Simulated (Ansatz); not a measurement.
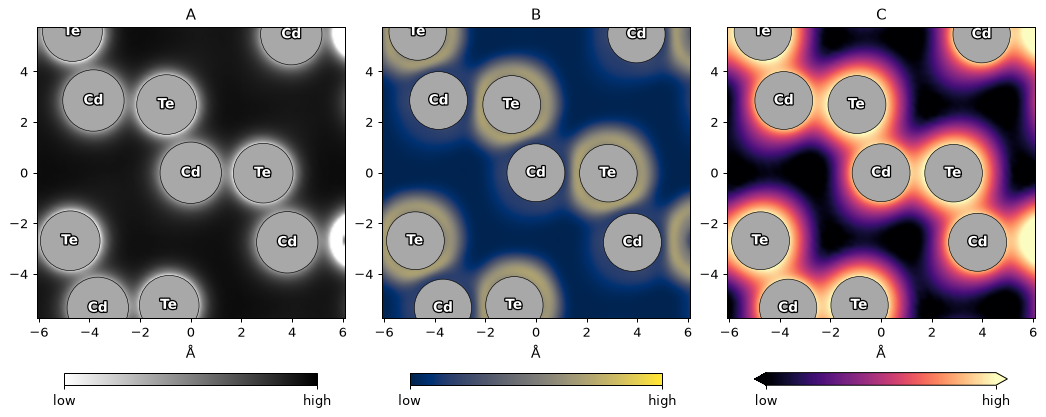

Cd14Te17 (cell charge +2, with a compensating background) (cell with a defect): 3 fields on the (100) plane of the calculation cell, with unlabelled colour scales. Grey discs cover the atomic cores.

Level of theory: DFT PBE, scalar-relativistic, plane waves, PAW (Ansatz).

Question: Which field does each panel show? The fields are: electron localisation function, electrostatic potential energy of an electron and valence pseudo-density.

Answer: Panel A: electrostatic potential energy of an electron (low next to the atoms, rising into the space between them). Panel B: electron localisation function. Panel C: valence pseudo-density. From the grid: Cd–Te (2.83 Å): ρ is about 0.34 e/Å³ halfway; the ELF peaks at about 0.65 in the valence shell of Te, 1.2 Å from its nucleus, and is about 0.50 at the midpoint. Cd–Te (2.86 Å): the density is about 0.32 e/Å³ at the midpoint; the ELF is about 0.50 at the midpoint and 0.15 at its lowest between the atoms.
